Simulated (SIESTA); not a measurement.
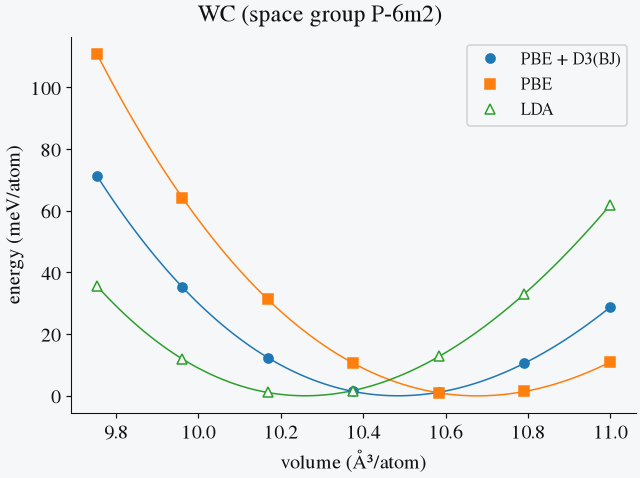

Figure. Energy against volume, with one curve for each functional, for WC (space group P-6m2).

The fitted equilibrium volumes, smallest first, are LDA 10.259, PBE + D3(BJ) 10.484, PBE 10.677 Å³/atom. The fitted bulk moduli, smallest first, are PBE 379.9, PBE + D3(BJ) 395.7, LDA 419.7 GPa.

Calculation (SIESTA 5.4.2): DFT in numerical atomic orbitals with pseudopotentials, no spin polarisation; energies at scaled volumes of the given cell, shape and fractions fixed, counted from the fit's minimum, third-order Birch-Murnaghan fit. All runs: no spin polarisation.

```tsv
setting	value
k mesh	10×10×9
occupations	Fermi–Dirac
smearing width	0.05 eV
potentials	PseudoDojo 0.4 standard, converted to PSML, two zetas on semicore shells
```

Note: mulliken charges of long orbitals; short basis over semicore shells; shape and atomic fractions are frozen while scaling, which makes layered, chain and framework solids too stiff.
